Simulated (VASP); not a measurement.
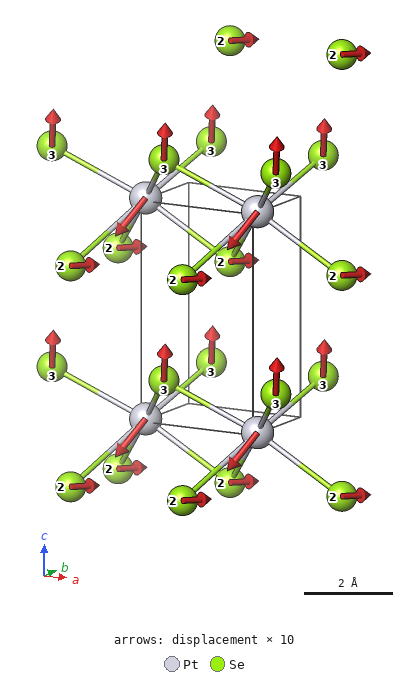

A relaxation of solid PtSe₂ (set up in P1). The starting structure is drawn; red arrows show the displacements, magnified 10 times.

A ball-and-stick model of the cell of the calculation, repeated 2 × 1 × 2 with one cell outlined, seen slightly off an axis.

The run lets the atoms move in a fixed cell, from a rattled start.

The calculation used Kohn-Sham DFT of a periodic cell, r2SCAN, VASP PAW PBE potentials, recommended in VASP.

Input
```
SYSTEM = PtSe2
PREC = Accurate
ENCUT = 520
EDIFF = 1E-6
ISMEAR = 0
SIGMA = 0.05
LREAL = .FALSE.
LASPH = .TRUE.
NELM = 100
ALGO = Normal
ISIF = 2
LWAVE = .FALSE.
LCHARG = .FALSE.
METAGGA = R2SCAN
LMIXTAU = .TRUE.
IBRION = 2
NSW = 60
EDIFFG = -0.02
```

Launched with:
```bash
cat potpaw_PBE.64/Pt/POTCAR potpaw_PBE.64/Se/POTCAR > POTCAR
mpirun -np 1 vasp_std > vasp.out
```

What did the optimiser do to the structure, and how much energy did it gain?

The atom that moves furthest is the Pt atom (0.11 Å along [−3 −2 −3]). By element the largest moves are Pt 0.11 Å, Se 0.11 Å. The cell doesn't change. Near-neighbour distances that change, for instance: Pt–Se 2.668 → 2.510 Å, Pt–Se 2.360 → 2.511 Å, Pt–Se 2.410 → 2.510 Å, Pt–Se 2.459 → 2.510 Å. Among the angles between lasting bonds that change: Se–Pt–Se 172.2° → 180.0°, Se–Pt–Se 102.6° → 95.8°, Pt–Se–Pt 102.6° → 95.8°. The space group (tolerance 0.01 Å) goes from P1 (No. 1) to P-3m1 (No. 164). After 7 geometry steps the energy has fallen by 0.302 eV per cell of the calculation. The largest force component goes from 2.3 to 0.015 eV/Å.
